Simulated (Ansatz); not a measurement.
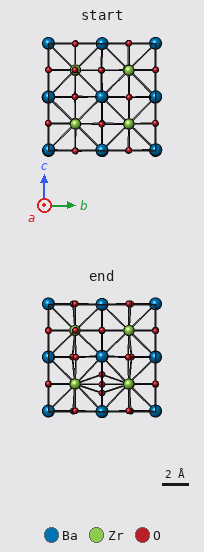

The structure of a defect cell of composition Ba₈Zr₈O₂₅ before (top) and after (bottom) a relaxation, at one scale.

A ball-and-stick model of the cell of the calculation (origin shifted), seen along the a axis.

Level of theory: Ansatz, DFT, PBEsol, PAW, plane waves. (plane-wave cutoff 420 eV; k-point mesh 1 × 1 × 1; mesh shifted by (0.25, 0.25, 0.25); no spin polarisation; atoms relaxed in a fixed cell; force threshold 0.03 eV/Å; at most 80 steps)

**What changed between the two?**

The atom that moves furthest is an O atom (1.27 Å along −c). Largest moves by element: O 1.27 Å, Ba 0.17 Å, Zr 0.09 Å. The cell doesn't change. Some distances before and after: Ba–O 4.661 → 3.626 Å, Ba–O 4.643 → 3.652 Å, O–Zr 2.947 → 2.248 Å, Ba–O 2.974 → 3.632 Å. New bonds form: O–Zr (2.94 → 2.24 Å), O–Zr (2.95 → 2.25 Å). Bond angles that change, for instance: Ba–O–Ba 177.8° → 114.6°, Zr–O–Zr 177.9° → 143.3°, O–Zr–O 91.2° → 113.6°. After 12 accepted moves (14 points after the start) the energy has fallen by 5.552 eV per cell of the calculation. The largest force component goes from 5.6 to 0.016 eV/Å. The line search rejected the trial steps at points 8, 12 of the run.

Limits of the set-up: the periodic images lie only 8.4 Å apart, so the values are limited by the cell's size.
